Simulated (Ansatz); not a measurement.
Input of the run:

```
crystal:
  lattice:
    - [-0.0386514326, 3.223366284, 3.223366284]
    - [3.223366284, -0.0386514326, 3.223366284]
    - [3.223366284, 3.223366284, -0.0386514326]
  atoms:
    - { symbol: Na, position: [0.0, 0.0, 0.0] }
    - { symbol: I, position: [0.5, 0.5, 0.5] }
kpoints:
  mp_grid: { grid: [8, 8, 8] }
  band_path:
    path:
      - [0.0, 0.0, 0.0]
      - [0.5, 0.0, 0.5]
      - [0.625, 0.25, 0.625]
      - [0.375, 0.375, 0.75]
      - [0.5, 0.5, 0.5]
      - [0.5, 0.25, 0.75]
    npoints: 1
hamiltonian:
  xc: r2scan
scf:
  occupations: { method: fixed }
  n_extra_bands: 4
output:
  forces: true
  stress: true
  eigenvalues: true
```

Run as:
```bash
ansatz run input.yaml --threads 2 --pin off --max-ram 2211MiB --backend cpu --events-out ev --progress --plain --runs-dir out
```

Predict the main features of the density of states.

There is a gap; over the k points computed it is 4.36 eV (direct among those points). The upper group of valence states starts about 2.2 eV under the valence-band top, with a gap beneath it; it holds about 6 electrons a cell. Within the window shown, the tallest peak of the filled states lies 0.5 eV under the valence-band top, at about 4.8 states per eV and cell.

Spin-orbit coupling is left out, which matters for I.

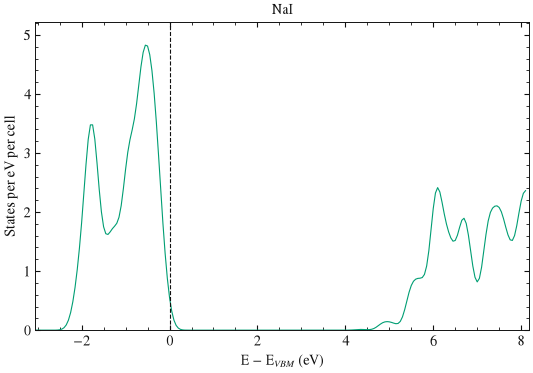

Density of states. Energies are counted from the top of the valence band. The curve is built from the levels of the k mesh with Gaussians 0.3 eV wide, which also blur the band edges.
